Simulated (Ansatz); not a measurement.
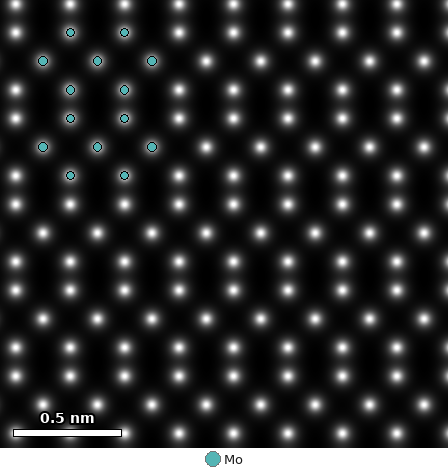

Projected-potential map of Mo (P6/mmm, No. 191) along [100]. Computed as the sum of neutral-atom potentials (tabulated electron scattering factors, B = 0.5 Å²) projected along the beam and smoothed by 0.25 Å; brighter is more positive. Structure used: the input geometry of an electronic-structure calculation (not necessarily at equilibrium); the starting structure was generated, so it need not be a known form of this composition.

Coloured dots in one corner mark the columns of the model.

Describe what the image shows.

The columns repeat on a rectangular net of 2.56 × 4.04 Å (plane group p2mm). All columns are alike (Mo). The shortest distance between visible columns is 1.35 Å in projection. Along the beam the structure repeats every 4.67 Å.

What mean inner potential do neutral atoms give for this crystal?

About 30 V (the sum of the forward scattering factors over the cell volume; bonding usually lowers the true value).
